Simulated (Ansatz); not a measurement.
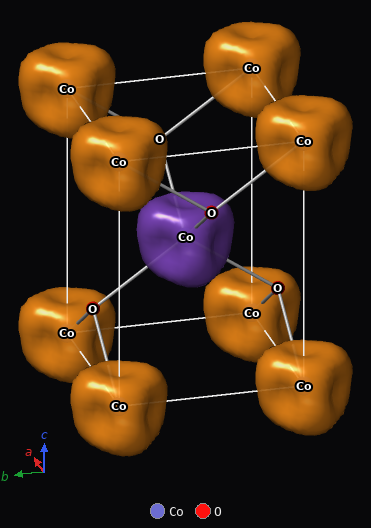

Figure. CoO. Isosurfaces of the spin density (up minus down) at +0.2 (orange) and −0.2 e/Å³ (purple), seen at an oblique angle. Sticks mark near contacts.

Space group I-4m2; started from the zincblende prototype, which need not be the ambient phase; changed on purpose from its base cell (volume × 1.040); computed pressure about −5 GPa in this cell; spin-polarised.

Level of theory: DFT PBE, scalar-relativistic, plane waves, PAW in Ansatz 0.2.0.

The density is the valence pseudo-density of a PAW calculation; it isn't the true density close to the nuclei.

```yaml
crystal:
  lattice:
    - [0.00000, 2.29018, -2.29018]
    - [0.00000, -2.29018, -2.29018]
    - [-4.49519, 0.00000, 0.00000]
  atoms:
    - { symbol: Co, position: [0.00000, 0.00000, 0.00000] }
    - { symbol: O, position: [0.00000, 0.50000, 0.75000] }
    - { symbol: Co, position: [0.50000, 0.50000, 0.50000] }
    - { symbol: O, position: [0.50000, 0.00000, 0.25000] }
```

> Describe the spin distribution.

The spin density sits on Co: +2.1 μB and −2.1 μB in one cell of 4 atoms: antiferromagnetic in this solution, which needn't be the ground state, with some nearest magnetic neighbours parallel and some opposed. The cell of the calculation (4 atoms) carries 0.0 μB of net spin moment.
